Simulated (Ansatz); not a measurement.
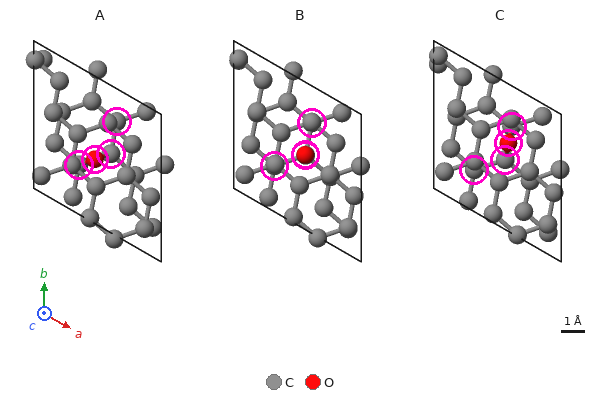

3 geometries from a converged minimum-energy path of a defect cell of composition C28O (29 atoms in the cell), shuffled. A ball-and-stick model of the simulation cell (origin moved), seen along the c axis. The atoms that move most are ringed. Bonds to atoms that aren't drawn are left out.

Computed with Ansatz, DFT PBE, scalar-relativistic, plane waves, PAW. Set-up: plane-wave cutoff 420 eV; k-point mesh 4 × 4 × 3; Gaussian smearing 0.1 eV; 5 movable images; climbing image.

### One of them is the converged climbing image. Which?

B. In order along the path, whose images run from 0 to 6: C (image 1, 0.00 eV), B (image 3, +0.66 eV), A (image 5, 0.00 eV). The O atom travels furthest, 0.67 Å from end to end, along [−2 −3 0], on a path that bends up to 0.26 Å away from the straight line. It doesn't move alone: C (0.62 Å), C (0.62 Å), C (0.63 Å), C (0.53 Å) move with it.

Limits of the set-up: the periodic images lie only 6.5 Å apart, so the values are limited by the cell's size.
